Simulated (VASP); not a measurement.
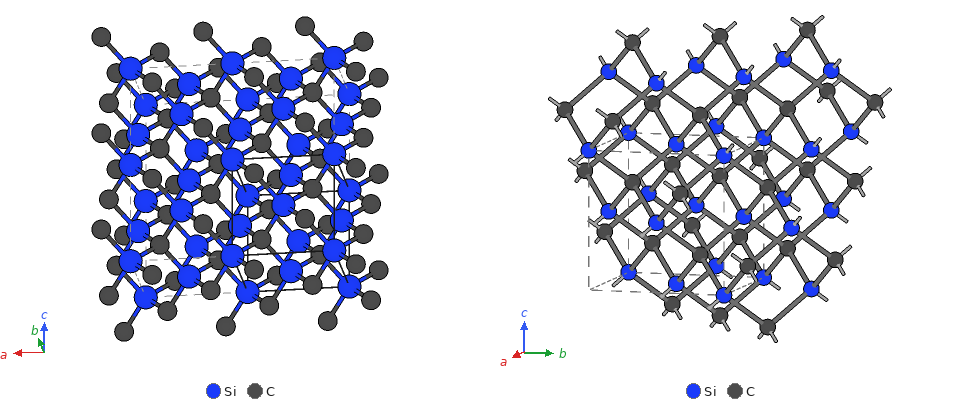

Left: the structure. Right: its underlying net. Nodes are coloured by element. Short stubs are edges that leave the cut-out.

SiC (space group F-43m, No. 216): the geometry relaxed with VASP Kohn-Sham DFT of a periodic cell, HSE03, VASP PAW PBE potentials, recommended (VASP 6.6.1).

Bonds are taken as C–Si below 2.1 Å. Simplification: prune 0- and 1-connected atoms, fold 2-connected ones into links.

The result is a uninodal 4-connected, three-periodic net: Si and C are 4-connected nodes. It is the dia net, known from diamond, zinc blende and cristobalite. It is a single net, without interpenetration.

```tsv
node	links	point symbol	coordination sequence
Si and C	4	6^6	4 12 24 42 64 92
```
